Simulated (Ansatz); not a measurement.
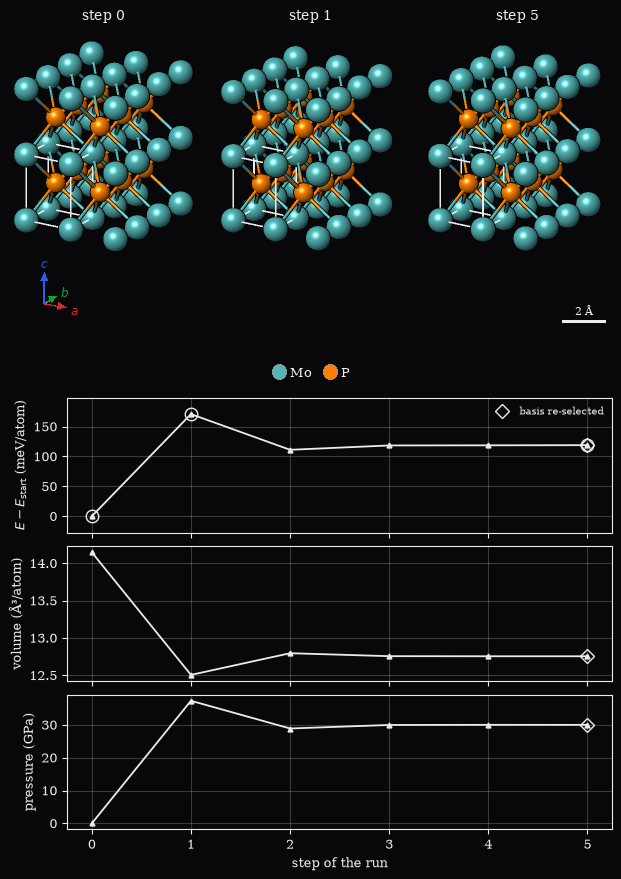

Frames of a relaxation of solid MoP (set up in P-6m2), marked on the history of the run. The picture is a ball-and-stick view of the cell of the calculation, repeated 2 × 3 × 2 with one cell outlined, seen slightly off an axis.

Case: relaxed at 30 GPa.

All numbers below come from DFT PBEsol, scalar-relativistic, plane waves, PAW in Ansatz 0.2.0. (plane-wave cutoff 420 eV; k-point mesh 18 × 18 × 14; occupations fermi dirac; smearing width 0.15 eV; target pressure 30 GPa; no spin polarisation; cell and atoms relaxed; force threshold 0.001 eV/Å; at most 60 steps)

Describe the path.

Answer. No atom moves by more than 0.005 Å relative to the cell. Cell: a = b 3.209 → 3.077 Å (−4.1 %), c 3.172 → 3.112 Å (−1.9 %). Volume −9.8 %. Near-neighbour distances that change, for instance: Mo–Mo 3.209 → 3.077 Å, Mo–P 2.439 → 2.361 Å. The space group stays P-6m2 (No. 187). After 4 accepted moves (5 points after the start) the energy has risen by 119 meV per atom. With the target pressure of 30 GPa, the enthalpy E + pV changes by −142 meV per atom. All forces vanish by symmetry, so only the cell relaxes. The pressure goes from 0.00 to 29.99 GPa. The SCF was repeated once at an unchanged geometry on a basis and grid sized afresh for the cell, which shifted the energy by 0.3 meV per atom at most. The run took 71 s on 1 thread of Intel(R) Xeon(R) Platinum 8259CL CPU @ 2.50GHz (Skylake/Cascade Lake) (shared host), peak memory 0.51 GiB. From step 0 to 1: volume −11.6 %, energy +171 meV per atom. From step 1 to 5: volume +2.0 %, energy −52.0 meV per atom.

```json
{"step": "0", "E − E(0), meV/atom": "0.00", "pressure, GPa": "0.00", "volume, Å³/atom": "14.146", "note": ""}
{"step": "1", "E − E(0), meV/atom": "170.82", "pressure, GPa": "37.33", "volume, Å³/atom": "12.505", "note": ""}
{"step": "2", "E − E(0), meV/atom": "111.10", "pressure, GPa": "28.89", "volume, Å³/atom": "12.795", "note": ""}
{"step": "3", "E − E(0), meV/atom": "118.38", "pressure, GPa": "29.96", "volume, Å³/atom": "12.756", "note": ""}
{"step": "4", "E − E(0), meV/atom": "118.59", "pressure, GPa": "30.00", "volume, Å³/atom": "12.755", "note": ""}
{"step": "5", "E − E(0), meV/atom": "118.86", "pressure, GPa": "29.99", "volume, Å³/atom": "12.755", "note": "same geometry, new basis"}
```
